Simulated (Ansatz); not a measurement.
System: interstitial (added H) in SnO₂.

The given structure:
```
CELL_PARAMETERS angstrom
4.82720 0.00000 0.00000
0.00000 4.82720 0.00000
0.00000 0.00000 3.23820
ATOMIC_POSITIONS crystal
Sn 0.50000 0.50000 0.50000
Sn 0.00000 0.00000 0.00000
O 0.19340 0.80660 0.50000
O 0.80660 0.19340 0.50000
O 0.30660 0.30660 0.00000
O 0.69340 0.69340 0.00000
```

Calculation (Ansatz 0.2.0): charge states of a point defect in a periodic supercell, each relaxed, energies over the elements' standard states with the Fermi level at the host's valence band top, point-charge and potential alignment terms added, no band filling term, levels over that top; plane waves with PAW datasets; energies extrapolated to zero smearing. Level: PBE, allowed.

```csv
setting,value
host atoms in supercell,24
wave cutoff,420 eV
k mesh,3×3×3
occupations,Gaussian
smearing width,0.01 eV
k shift,"(0, 0, 0) (mesh steps)"
start displacement,0.06 Å
defect kind,interstitial
added element,H
defect place,"(0, 0.5, 0.25) (fraction of the host cell vector)"
host gap,0.681 eV
static dielectric xx yy zz,"(14.02, 14.02, 10.89)"
```

What does the calculation give for the formation energy of each charge state against the Fermi level?

Charge +1 is the lowest at every Fermi level in the gap, so no transition level lies inside it. The lowest state is +1 at the valence band top, +1 at mid-gap and +1 at the conduction band bottom, 0.68 eV higher. With the Fermi level at mid-gap the formation energy is −1.2 eV against the elements' standard states.

```
charge  formation energy with the Fermi level at the valence band top (eV)
    +1                                                               -1.57
     0                                                                0.38
    -1                                                                3.66
```

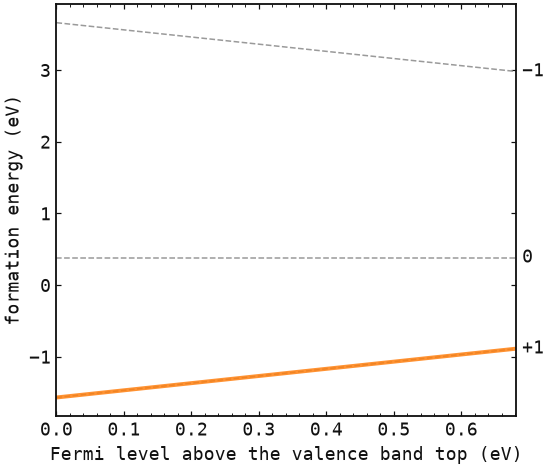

The thick line follows the lowest charge state; the axis spans the host's computed gap.

Caveats: charged cell in a neutralising background; coarse k mesh; narrow smearing for a metal; odd k mesh can miss points on the zone edge; random start near the defect, other minima possible; small supercell; starting moments lost.
